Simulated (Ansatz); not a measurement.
GaN (F-43m): refractive index against wavelength

The refractive index of GaN (F-43m) below the direct gap (1.72 eV on the mesh) is read from one computed spectrum, n = √(Re ε).

It takes space group F-43m (No. 216, cubic). Conventional cell: a = 4.507 Å, b = 4.507 Å, c = 4.507 Å, α = 90.00°, β = 90.00°, γ = 90.00°. Around Ga on site a lie 4 N at 1.95 Å. Around N on site d lie 4 Ga at 1.95 Å.

Method: Ansatz 0.2.0, PBE, independent particles, k-mesh 10×10×10 with interpolation inside its cells, Gaussian parameter 0.1 eV.

Launch of the response step: `ansatz run input.yaml --threads 4 --pin off --max-ram 8192MiB --backend cpu --events-out ev --progress --plain --runs-dir out`. The run took 3 s, on 4 threads of Intel(R) Xeon(R) Platinum 8488C (Sapphire Rapids), with other jobs on the host.

| wavelength (nm) | photon energy E (eV) | n |
| --- | --- | --- |
| 3000 | 0.413 | 2.4746 |
| 2000 | 0.620 | 2.4828 |
| 1550 | 0.800 | 2.4931 |
| 1310 | 0.946 | 2.5043 |
| 1064 | 1.165 | ? |

In the single-oscillator model n² − 1 = E₀E_d/(E₀² − E²), so 1/(n² − 1) = E₀/E_d − E²/(E₀E_d) is linear in E².

Working, on the rows shown:

| x = E² (eV²) | y = 1/(n² − 1) |
| --- | --- |
| 0.170801 | 0.195174 |
| 0.384302 | 0.193637 |
| 0.639837 | 0.191734 |
| 0.895757 | 0.189699 |

Means: x̄ = 0.52267, ȳ = 0.19256. Σ(x − x̄)(y − ȳ) = -0.002233, Σ(x − x̄)² = 0.2959. Slope = -0.002233 / 0.2959 = -0.007547; intercept = ȳ − slope · x̄ = 0.19651. Turned back into n, the line misses the rows shown by at most 0.00031.

Fill in the last column of the withheld row.

At x = 1.3578 the line gives y = 0.18626, that is 2.5237. The run gave 2.5268, so the extrapolation is off by 0.0031, 6 % of the range in the table. Beyond its data the fit drifts from the curve.

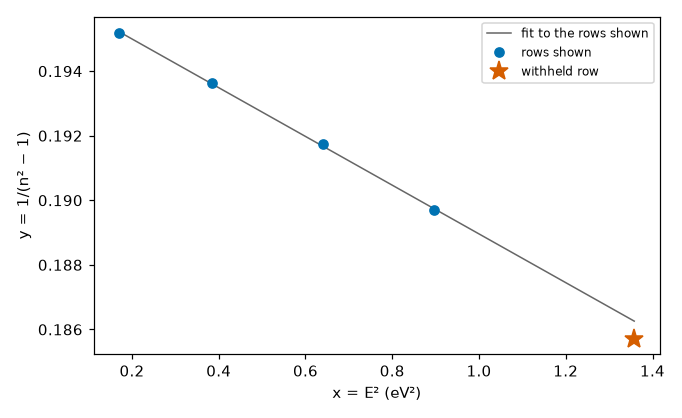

Refitted with all rows, the slope is -0.007975 and the intercept 0.19669. These give E₀ = √(intercept/−slope) = 4.97 eV and E_d = E₀/intercept = 25.2 eV; E₀ is 2.9 times the direct gap. The electronic limit at long wavelengths, without lattice vibrations, is n = √(1 + 1/intercept) = 2.467. Excitons are left out and so are local fields; PBE gaps are as a rule too small. Spin-orbit coupling is left out.
